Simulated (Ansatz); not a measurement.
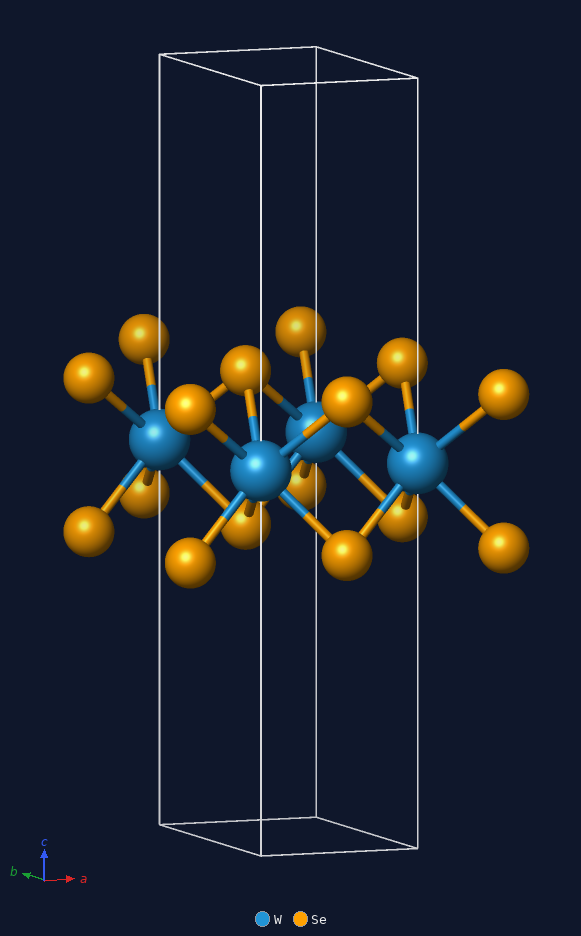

View from the side at a slight tilt, drawn as a ball-and-stick model. The lines enclose the simulation cell; boundary atoms appear with their images. Some atoms of the next cells are drawn as well.

WSe2, a = 3.31 Å, b = 3.22 Å, c = 16.66 Å, α = 90.00°, β = 90.00°, γ = 121.02°.

Method used: Ansatz, DFT r2SCAN, scalar-relativistic, plane waves, PAW. It ran with 500 eV cutoff, 12×12×2 k-mesh, Gaussian smearing of 0.05 eV, no spin polarisation.

### What does the calculation say: metal or gapped?

A semiconductor at this level, with a gap of 1.86 eV on the k-mesh (the true edges may lie between mesh points, so the gap can be somewhat smaller).

It goes back to a structure listed in the Materials Project. The cell was then strained or its atoms displaced on purpose. A calculation with Ansatz used it as input.
